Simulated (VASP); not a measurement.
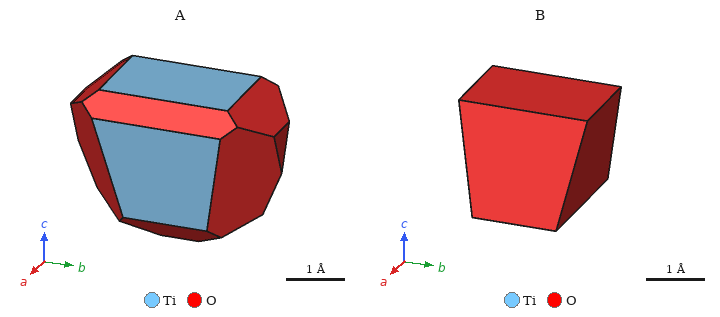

Computed Voronoi cells of the 2 sites of this structure, drawn to one scale and in one orientation; each face has the colour of the neighbour behind it.

TiO2, space group I4_1/amd:1 (No. 141), a = 3.784 Å, b = 3.784 Å, c = 9.515 Å, α = 90.00°, β = 90.00°, γ = 90.00°

| site | Wyckoff | x | y | z |
| --- | --- | --- | --- | --- |
| Ti | 4a | 0.0000 | 0.5000 | 0.2500 |
| O | 8e | 0.5000 | 0.5000 | 0.2919 |

Origin: an entry of the Crystallography Open Database, as set up for an electronic-structure calculation.

### Which cell belongs to which site?

A is O (15 faces above 1 % of the solid angle, 13.2 Å³, facing O 50 %, Ti 50 %); B is Ti (6 faces above 1 % of the solid angle, 7.6 Å³, facing only O).
